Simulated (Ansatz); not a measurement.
Consider MoS2.

Input file:

```
crystal:
  lattice:
    - [1.6539442536, 0.95490516, 5.3470241567]
    - [-1.6539442536, 0.95490516, 5.3470241567]
    - [0.0, -1.90981032, 5.3470241567]
  atoms:
    - { symbol: Mo, position: [0.0, 0.0, 0.0] }
    - { symbol: S, position: [0.7563304588, 0.7563304588, 0.7563304588] }
    - { symbol: S, position: [0.2436695412, 0.2436695412, 0.2436695412] }
basis:
  ecutwfc: 420
kpoints:
  mp_grid: { grid: [18, 18, 18] }
hamiltonian:
  xc: pbe
  dispersion: d3bj
scf:
  occupations: { method: gaussian, width: 0.15 }
output:
  forces: true
  stress: true
  eigenvalues: true
  write_density: true
  write_potential: true
  elf: true
  volumetric_format: npy
```

Run with:

```sh
ansatz run input.yaml --threads 1 --pin off --max-ram 2560MiB --backend cpu --events-out ev --progress --plain --runs-dir out
```

Below, planes, directions and counts refer to the conventional cell (a = 3.31 Å, b = 3.31 Å, c = 16.04 Å, α = 90.00°, β = 90.00°, γ = 120.00°).

Space group R-3m; not relaxed (largest force 0.8 eV/Å); computed pressure about 3 GPa in this cell; computed without spin polarisation.

The calculation used DFT PBE+D3(BJ), scalar-relativistic, plane waves, PAW (Ansatz).

Question: What can the converged valence pseudo-density and electron localisation function tell about the bonding?

Answer: Mo–S (2.39 Å): ρ is about 0.59 e/Å³ halfway; the ELF peaks at about 0.85 in the valence shell of S, 0.8 Å from its nucleus, and is about 0.40 at the midpoint.

Question: Metal or insulator at this level of theory?

Answer: It is metallic or semimetallic at this level of theory: no gap opens; semilocal functionals without U, or without the true magnetic order, often close the gap of such compounds.

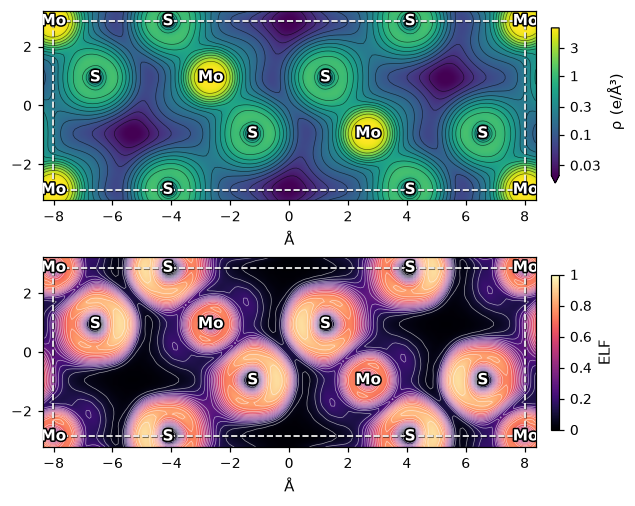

Computed valence pseudo-density and electron localisation function on the (110) plane of the conventional cell, in this order. 

The density is the valence pseudo-density of a PAW calculation; it isn't the true density close to the nuclei.
